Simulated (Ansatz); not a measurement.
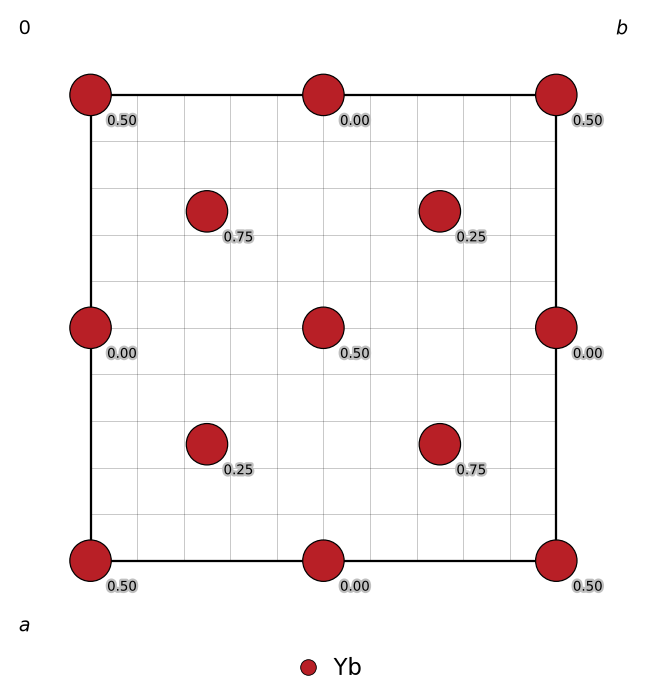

Plan of a unit cell projected along c (a down the page, b across); the numbers are heights as fractions of c, and atoms on the cell's edges are repeated. The grid marks tenths of a and b. Source: the geometry relaxed with Ansatz, DFT, BLYP, plane waves (420 eV) with PAW, scalar-relativistic; the starting structure was generated, so it need not be a known form of this composition. Symmetry computed with spglib at a tolerance of 0.002 Å; standard conventional cell.

a = 9.242 Å, b = 9.242 Å, c = 9.242 Å, α = 90.00°, β = 90.00°, γ = 90.00°.

**What does the cell contain?**

8 Yb: Yb, Z = 8.

**Which space group?**

Fd-3m, No. 227, origin choice 1, face-centred cubic.

**Give the independent sites, coordinates to two places.**

```
atom  site  symmetry     x     y     z
  Yb    8b      -43m  0.75  0.75  0.75
```
